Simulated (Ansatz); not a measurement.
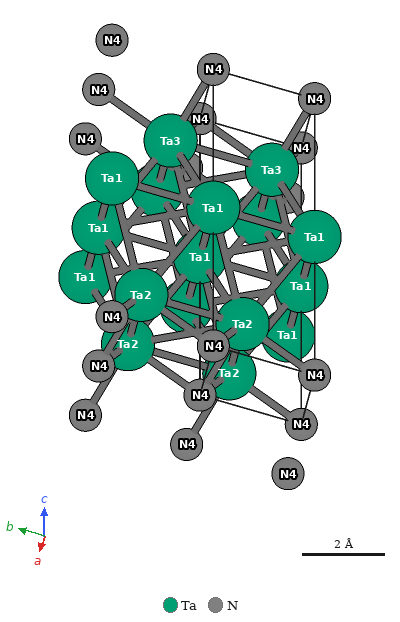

*The structure (ball-and-stick view of the cell of the calculation, repeated 2 × 2 × 1, seen at an oblique angle; atoms are numbered from 1 in the order of the input). An atom can appear more than once, as a periodic image.*

Near neighbours in the periodic cell (some may lie outside the picture): Ta has 12 Ta at 2.98 to 3.06 Å; Ta has 3 N at 2.18 Å and 12 Ta at 2.98 to 3.11 Å; N has 6 Ta at 2.18 Å.

# Ta$_{3}$N: single-point calculation

Ta$_{3}$N (P-3m1, 4 atoms in the cell), computed with DFT PBE, scalar-relativistic, plane waves, PAW, no spin polarisation (Ansatz 0.2.0).

The structure derives from a Materials Project entry. It belongs to a series of runs on one base structure; here: ratio of the length along z to the lengths across it x 0.96, volume and fractional coordinates fixed. Figures and captions count atoms from 1; the log counts them from 0 in places.

Log:
```
Engine: ansatz 0.2.0, x86_64-unknown-linux-gnu
Pseudopotentials: kind: paw
Pseudopotential: Ta, paw, valence charge 13, recommended cutoff 420 eV (normal), Ta.paw.azcp
Pseudopotential: N, paw, valence charge 5, recommended cutoff 420 eV (normal), N.paw.azcp
Functional definition: PBE
  parameter kappa = 0.804
  parameter beta = 0.06672455060314922
  exchange = pbe_x(kappa = kappa, mu = beta*pi^2/3)
  correlation = pbe_c(beta = beta)
Crystal: 4 atoms, lattice volume = 59.764 Å³
Basis set: ecut = 420 eV, 1165 PW (Γ), exchange–correlation on 48×48×100 points (8 copies of the dense FFT grid, shifted against one another)
Bands: 27, of which v1, the nominal top of the filled ones, is band 22 counted from 1 (21 counted from 0)
Symmetry: 12 space group operations
Space group: P-3m1 (ITA 164), of the structure as read, at distance tolerance 3.9e-5 Å
k-points: 449 of 4608
Non-local potential: Ta, projectors of the file, l = 0: 3, l = 1: 2, l = 2: 2, l = 3: 1
Non-local potential: N, projectors of the file, l = 0: 2, l = 1: 2, l = 2: 1
PAW form: soft (Blöchl's): semilocal exchange-correlation on the pseudo side does not see the compensation charge
PAW one-centre angular grid: Ta, 590 points (default); XC on 64 Gauss nodes
PAW one-centre angular grid: N, 110 points (default); XC on 64 Gauss nodes
Initial density: superposition of atomic densities (neutral atoms: chi_scale 0, normalization atom), corrected by the library's trained network
Initial wavefunctions: pseudopotential atomic-orbital guess
Functional: x = pbe(κ = 0.804, μ = 0.2195149727645171), c = pbe(β = 0.06672455060314922)
SCF iter   1: F=—  HF=-30182.587677 eV  |F-HF|=—  |Δ(HF+E_count)|=         —  Δρ=8.89e-3  dr2=1.33e-1  ethr=1.77e-3  ⟨swp⟩=4.9  Hψ=49891  notcnv=0
preconditioner: auto → Kerker (q_TF=auto, 2.593 Å⁻¹)  [metal: Δε(μ)=0.008 eV  Ē_g=6.906 eV  σ=0.150 eV  W_gap=0.03  n_scr=24 (ndim 8)  ℏωp=21.5 eV  f_vac=0.000  D(μ)=2.69/eV (n_scr^D=24)]
SCF iter   2: F=—  HF=-30182.576239 eV  |F-HF|=—  |Δ(HF+E_count)|=   1.14e-2  Δρ=4.33e-3  dr2=1.17e-2  ethr=3.01e-4  ⟨swp⟩=1.0  Hψ=15716  notcnv=0
SCF iter   3: F=—  HF=-30182.574826 eV  |F-HF|=—  |Δ(HF+E_count)|=   1.41e-3  Δρ=1.92e-3  dr2=2.41e-3  ethr=2.66e-5  ⟨swp⟩=1.0  Hψ=12098  notcnv=0
SCF iter   4: F=—  HF=-30182.574321 eV  |F-HF|=—  |Δ(HF+E_count)|=   5.05e-4  Δρ=4.38e-4  dr2=1.04e-4  ethr=5.47e-6  ⟨swp⟩=2.0  Hψ=15334  notcnv=0
SCF iter   5: F=—  HF=-30182.574299 eV  |F-HF|=—  |Δ(HF+E_count)|=   2.19e-5  Δρ=1.61e-4  dr2=1.48e-5  ethr=2.37e-7  ⟨swp⟩=2.0  Hψ=16416  notcnv=0
SCF iter   6: F=—  HF=-30182.574277 eV  |F-HF|=—  |Δ(HF+E_count)|=   2.22e-5  Δρ=3.68e-5  dr2=2.01e-6  ethr=3.37e-8  ⟨swp⟩=2.0  Hψ=16201  notcnv=0
SCF iter   7: F=-30182.574277 eV  HF=-30182.574277 eV  |F-HF|=9.49e-9  |Δ(HF+E_count)|=   1.67e-7  Δρ=5.22e-6  dr2=2.08e-8  ethr=2.27e-10  ⟨swp⟩=8.0  Hψ=78656  notcnv=0
SCF 1 converged in 7 iterations: F = -30182.574277 eV  dr2 = 2.08e-8
  greatest PAW one-centre occupation: 0.999 electrons in one spin orbital (limit 2), on the Ta atom at site 2 (counted from 0), in its partial waves of l = 0
SCF converged after 7 iterations
Free energy (F): -30182.574277 eV
Harris-Foulkes:  -30182.574277 eV  (|F-HF|=9.49e-9)
Internal energy: -30182.543375 eV  (E = F + TS)
E sigma→0 (E₀):  -30182.558826 eV
Entropy (-TS):   -0.030902 eV (-7.726 meV/atom)
Fermi energy:    18.937967 eV
--- Per-component energies (eV) ---
  E_band       = -298.157016
  E_kinetic    = 1229.046100
  E_local      = -1887.802198  (includes V_loc(G=0)·N_el)
  E_nonlocal   = 87.585164
  E_hartree    = 660.017402
  E_xc         = -715.990576
  E_vxc        = -689.268748  (∫ρ·V_xc dr)
  E_paw        = -25316.830103  (= ΣΔE_a)
  E_vpaw       = -357.750392  (= ΣTr[D̂ρ^β])
  E_aug_tail   = 0.000557  (compensation charges beyond the density's cutoff)
  E_ewald      = -4238.569721
  E_smearing   = -0.030902  (= −TS)
  E_closure    = 0.000000  (closes the sum)
  Σ components = -30182.574277   (vs F -30182.574277, Δ=0.00e0)
--- Forces (eV/Å), atoms counted from 1 ---
  atom   1  Ta     0.00000000     0.00000000     0.00000000
  atom   2  Ta     0.00000000     0.00000000    -0.27763617
  atom   3  Ta    -0.00000000    -0.00000000     0.27763617
  atom   4  N      0.00000000     0.00000000     0.00000000
  max |Σ_I F_I| component: 2.63e-31 eV/Å
--- Stress (GPa, compression-positive) ---
       -1.510622       0.000000       0.000000
        0.000000      -1.510622       0.000000
        0.000000       0.000000       3.425090
  P = ⅓ Tr σ = 0.1346 GPa (1.346 kbar)
--- Band table (eV; the first three rows and the last of 449) ---
  k-point 0: bands = ["-49.3621", "-49.3306", "-48.7629", "-16.2130", "-15.9097", "-15.6238", "-15.6238", "-15.5879", "-15.5879", "-15.0808", "-14.9569", "-14.9569", "1.8389", "10.4502", "12.2298", "13.2958", "13.2958", "15.5528", "17.7071", "18.3113", "18.3113", "18.9056", "19.0844", "19.0844", "20.0022", "20.8342", "20.8342"]
  k-point 1: bands = ["-49.3619", "-49.3308", "-48.7629", "-16.2325", "-15.8803", "-15.6244", "-15.6244", "-15.5873", "-15.5873", "-15.0910", "-14.9570", "-14.9570", "1.8419", "10.3945", "12.3167", "13.2947", "13.2947", "15.5383", "17.6753", "18.3441", "18.3441", "18.7886", "19.1223", "19.1223", "20.0656", "20.7042", "20.7042"]
  k-point 2: bands = ["-49.3614", "-49.3313", "-48.7628", "-16.2702", "-15.8167", "-15.6257", "-15.6257", "-15.5858", "-15.5858", "-15.1175", "-14.9571", "-14.9571", "1.8492", "10.2753", "12.5171", "13.2923", "13.2923", "15.4909", "17.6399", "18.4322", "18.4322", "18.5118", "19.2232", "19.2232", "20.1870", "20.4359", "20.4359"]
  k-point 448: bands = ["-49.2961", "-49.2961", "-48.7182", "-16.2262", "-16.1253", "-16.1253", "-16.0153", "-15.7940", "-15.7940", "-15.3356", "-15.3356", "-15.1287", "2.7168", "11.6675", "11.6675", "12.7912", "16.3510", "16.3510", "16.5185", "17.4547", "17.4547", "17.4784", "19.3000", "19.3000", "21.9705", "21.9705", "23.5970"]
```

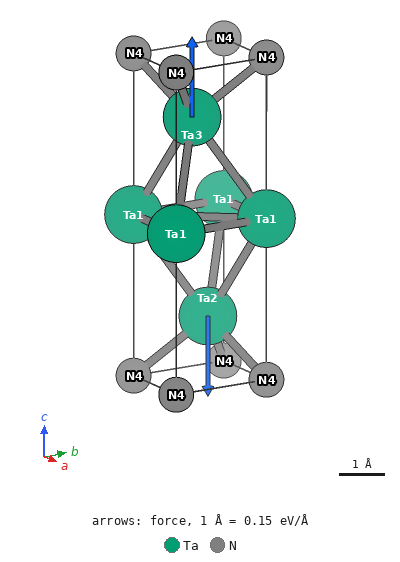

*Forces on the atoms as blue arrows (ball-and-stick view of the cell of the calculation, seen slightly off an axis; atoms are numbered from 1 in the order of the input).*

The largest act on Ta2, Ta3 (0.28 eV/Å). The geometry is not a stationary point of this energy.

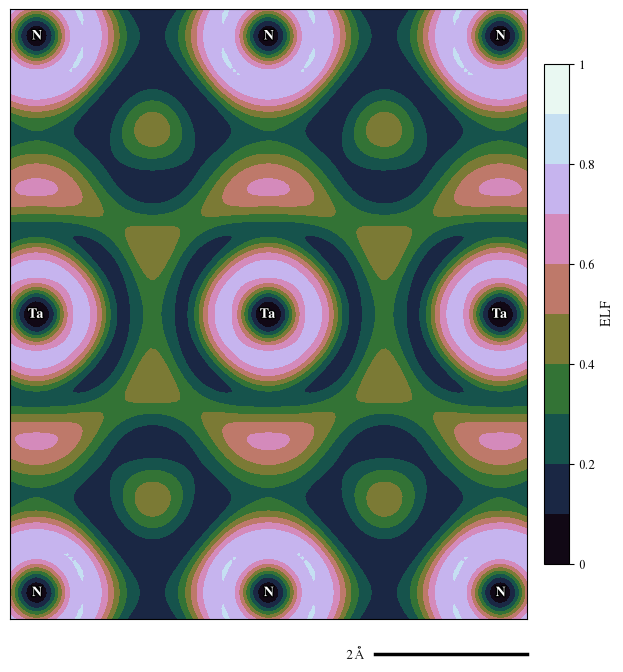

*ELF on the (100) plane of the conventional cell.*

Ta–Ta (3.06 Å): the ELF is about 0.35 at the midpoint; no localised pair between them.5. The strong features right at Ta lie inside the PAW spheres (semicore, d or f shells) and say nothing about bonding. Core electrons are frozen (PAW), so the fields are smoothed inside the atomic spheres.

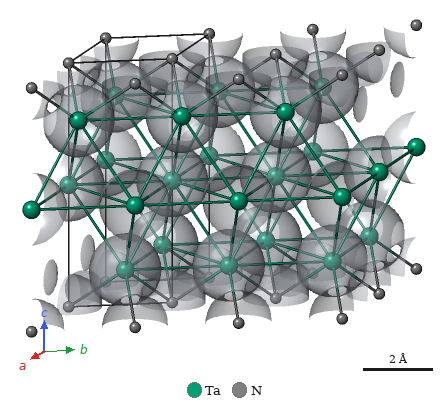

*Isosurface of the valence electron density at 0.5 e/Å³ (grey), seen slightly off an axis. Sticks mark near contacts. The outline is the cell set on symmetry axes.*

At this value the density is joined into sheets; it holds about 75 % of the electrons treated as valence (semicore included). It is pinched off along the Ta–Ta (2.98 Å), Ta–Ta (3.06 Å) and Ta–Ta (3.11 Å) contacts. On the grid the lowest density along these lines, outside the cores, is 0.57 e/Å³ (Ta–N, 2.18 Å), 0.28 e/Å³ (Ta–Ta, 2.98 Å), 0.24 e/Å³ (Ta–Ta, 3.06 Å) and 0.23 e/Å³ (Ta–Ta, 3.11 Å).

This output came from the following input.

The input:
```yaml
crystal:
  lattice:
    - [3.0631741456, 0.0, 0.0]
    - [-1.5315870728, 2.6527866263, 0.0]
    - [0.0, 0.0, 7.3546844727]
  atoms:
    - { symbol: Ta, position: [0.0, 0.0, 0.5] }
    - { symbol: Ta, position: [0.3333333333, 0.6666666667, 0.1735950547] }
    - { symbol: Ta, position: [0.6666666667, 0.3333333333, 0.8264049453] }
    - { symbol: "N", position: [0.0, 0.0, 0.0] }
basis:
  ecutwfc: 420
kpoints:
  mp_grid: { grid: [24, 24, 8] }
hamiltonian:
  xc: pbe
scf:
  occupations: { method: gaussian, width: 0.15 }
output:
  forces: true
  stress: true
  eigenvalues: true
  write_density: true
  write_potential: true
  elf: true
  volumetric_format: npy
```

Launch command:
```bash
ansatz run input.yaml --threads 1 --pin off --max-ram 2560MiB --backend cpu --events-out ev --progress --plain --runs-dir out
```

Summary:

```json
{"quantity": "outcome", "value": "converged"}
{"quantity": "space group (tolerance 0.01 Å)", "value": "P-3m1 (164)"}
{"quantity": "electrons treated", "value": "44"}
{"quantity": "free energy", "value": "−30182.5743 eV"}
{"quantity": "Fermi energy", "value": "18.938 eV"}
{"quantity": "gap on the k-point mesh", "value": "none (metallic)"}
{"quantity": "pressure", "value": "0.13 GPa"}
{"quantity": "largest force (length of the vector)", "value": "0.278 eV/Å"}
{"quantity": "hardware", "value": "1 thread of AMD EPYC (Zen 5), 32 GiB of memory available, shared host"}
{"quantity": "wall time", "value": "11 s"}
{"quantity": "peak memory", "value": "0.78 GiB"}
```

Notes:

Spin–orbit coupling is left out, which matters for Ta.
